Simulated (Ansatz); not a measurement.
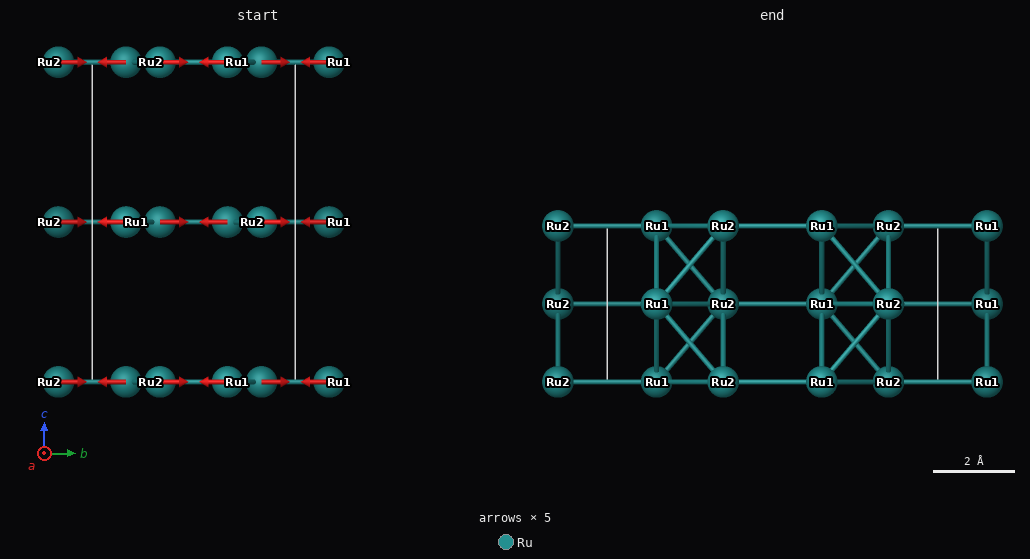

The structure of crystalline Ru (built on the C_69 type) (coarse preliminary run) before (left) and after (right) a relaxation, at one scale. The red arrows give the displacements (the part carried along by the change of the cell is left out), magnified 5 times.

Style: ball-and-stick. Shown: the conventional cell (4 times the calculation's cell), along the a axis. Lengths and directions refer to the drawn axes.

Case: C type (Fmmm, No. 69).

The calculation used Ansatz, DFT PBE, scalar-relativistic, plane waves, PAW. (plane-wave cutoff 420 eV; k-point mesh 8 × 8 × 8; occupations gaussian; smearing width 0.1 eV; no spin polarisation; cell and atoms relaxed; force threshold 0.04 eV/Å; at most 70 steps)

### Describe what moved and what it gained.

The largest moves relative to the cell, 0.14 Å, are those of Ru1 and Ru2. Ru1 goes along −b. Cell: a 2.912 → 3.874 Å (+33.0 %), b 5.044 → 8.209 Å (+62.7 %), c 7.940 → 3.874 Å (−51.2 %). Volume +5.6 %. Some distances before and after: Ru1–Ru1 2.912 → 4.539 Å, Ru1–Ru2 4.058 → 2.548 Å, Ru1–Ru1 (another image) 4.229 → 2.739 Å, Ru1–Ru1 (another image) 2.912 → 3.874 Å. New bonds form: Ru1–Ru1 (4.23 → 2.74 Å), Ru1–Ru2 (4.06 → 2.55 Å), Ru2–Ru2 (4.23 → 2.74 Å). Bond angles that change, for instance: Ru2–Ru1–Ru2 120.0° → 99.0°, Ru2–Ru1–Ru2 120.0° → 130.5°. The space group (tolerance 0.01 Å) goes from Fmmm (No. 69) to I4/mmm (No. 139). After 25 accepted moves (29 points after the start) the energy has fallen by 33.718 eV per cell of the calculation. Largest force component: 0.19 eV/Å at the start, 0.011 eV/Å at the end. The pressure goes from 486.98 to −0.19 GPa. The line search rejected the trial step at point 15 of the run. At 3 points the geometry stayed and the basis and grid were re-selected for the new cell (energy shift of 1.318 eV per cell of the calculation at most each time).
